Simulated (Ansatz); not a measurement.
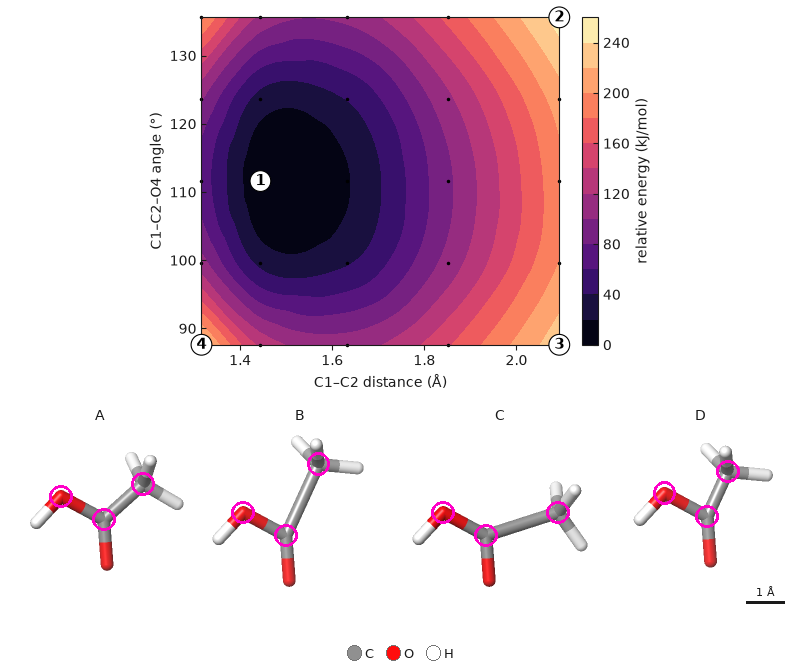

Energy scan for C2H4O2, in which the C–C bond length and one C–C–O angle are varied on a grid, with the rest of the molecule carried along rigidly. The map is interpolated between the computed points (dots). The frames are shuffled; each belongs to one numbered point. Style: stick. Shown onto the plane of the angle, with a slight tilt. The ringed atoms are those of the scanned coordinates.

Computed with Ansatz: CCSD(T), basis def2-TZVPP, on geometries moved rigidly from the minimum at PBE0-D4/def2-TZVP. Coupled cluster with a frozen core. Energies are counted from the PBE0-D4/def2-TZVP minimum geometry at the same level.

Which frame belongs to which numbered point?

Point 1 is frame A, at (1.444, 111.6) and 5.6 kJ/mol; 2 is frame C, at (2.093, 135.6) and 249.2 kJ/mol; 3 is frame B, at (2.093, 87.6) and 232.9 kJ/mol; 4 is frame D, at (1.316, 87.6) and 232.3 kJ/mol. In pairs of (C1–C2 distance (Å); C1–C2–O4 angle (°)): the lowest computed point lies at (1.444, 111.6) (5.6 kJ/mol), the highest at (2.093, 135.6) (249.2 kJ/mol). The valley is tilted: raising the C–C bond length is made harder by raising one C–C–O angle (cross term 0.14 of the geometric mean of the two curvatures). Over the ranges scanned the energy rises more along the first axis, the C–C bond length. At 5 of the 26 structures the mean-field solution behind CCSD(T) isn't stable (a lower one of broken symmetry exists), so those energies are less reliable.
